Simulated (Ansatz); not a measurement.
Structure data:

```cif
data_structure
_symmetry_space_group_name_H-M 'P 1'
_symmetry_Int_Tables_number 1
_cell_length_a 7.3627
_cell_length_b 7.3627
_cell_length_c 2.9135
_cell_angle_alpha 90.000
_cell_angle_beta 90.000
_cell_angle_gamma 120.000
_cell_volume 136.78
loop_
_atom_site_label
_atom_site_type_symbol
_atom_site_fract_x
_atom_site_fract_y
_atom_site_fract_z
_atom_site_occupancy
I1 I 0.00000 0.00000 0.00000 1
I2 I 0.33333 0.66667 0.50000 1
I3 I 0.66667 0.33333 0.50000 1
```

> Summarise the structure in words.

The element is iodine. The symmetry is that of P6/mmm (No. 191), on a primitive hexagonal lattice. The cell holds three atoms. Each I atom has two I in a linear arrangement at 2.91 Å around it. The bonds build I chains along [001].

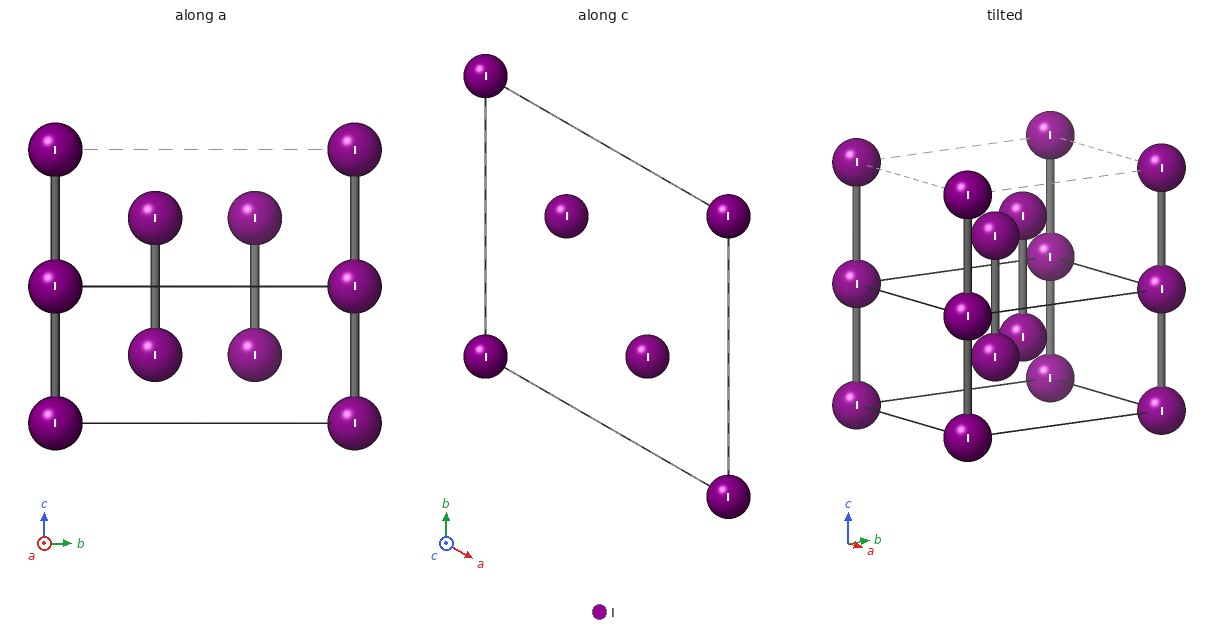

Crystal structure, ball-and-stick style, seen along the a axis, along the c axis and slightly off an axis. Solid lines give the conventional unit cell, repeated here 1×1×2 times.

The initial geometry was a textbook structure type filled with this element (whether it is the usual form wasn't checked). It was relaxed with Ansatz 0.2.0, DFT r2SCAN, scalar-relativistic, plane waves, PAW.
